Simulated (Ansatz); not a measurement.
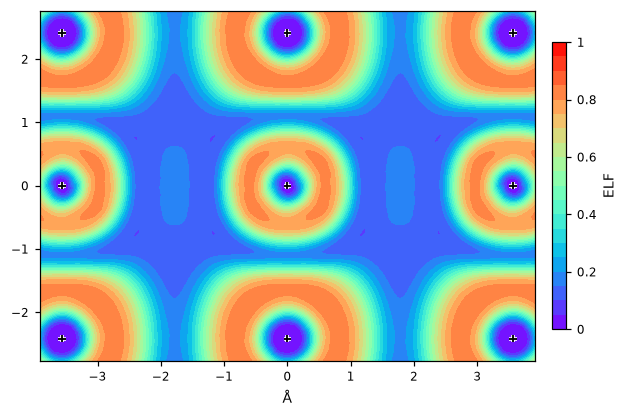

The ELF on a plane through atoms (crosses mark nuclei in the plane).

These are results of Ansatz, DFT r2SCAN, scalar-relativistic, plane waves, PAW, not measurements.

Candidates:
A. TaN, a = 2.88 Å, b = 2.94 Å, c = 2.94 Å, α = 120.00°, β = 90.00°, γ = 90.00°. Space group P1; changed on purpose from its base cell (all N atoms moved +0.100 Å, as atom 2 along Cartesian [1 1 1]); not relaxed (largest force 1.4 eV/Å).
B. ZrS, a = 3.56 Å, b = 3.56 Å, c = 4.83 Å, α = 90.00°, β = 90.00°, γ = 90.00°. Space group I4/mmm; changed on purpose from its base cell (strain -0.040 along x and y, -0.080 along z, atoms carried along); computed pressure about 30 GPa in this cell.
C. Ir, a = 2.82 Å, b = 2.82 Å, c = 3.53 Å, α = 90.00°, β = 90.00°, γ = 90.00°. Space group I4/mmm; changed on purpose from its base cell (strain +0.040 along x and y, -0.080 along z, atoms carried along); computed pressure about 7 GPa in this cell; computed without spin polarisation.

Question: Which system is this?

Answer: Candidate B: ZrS on the (100) plane of the conventional cell, which holds Zr and S. Zr–S (2.42 Å): the ELF peaks at about 0.80 in the valence shell of S, 0.8 Å from its nucleus, and is about 0.25 at the midpoint; no shared electron pair shows on this line.
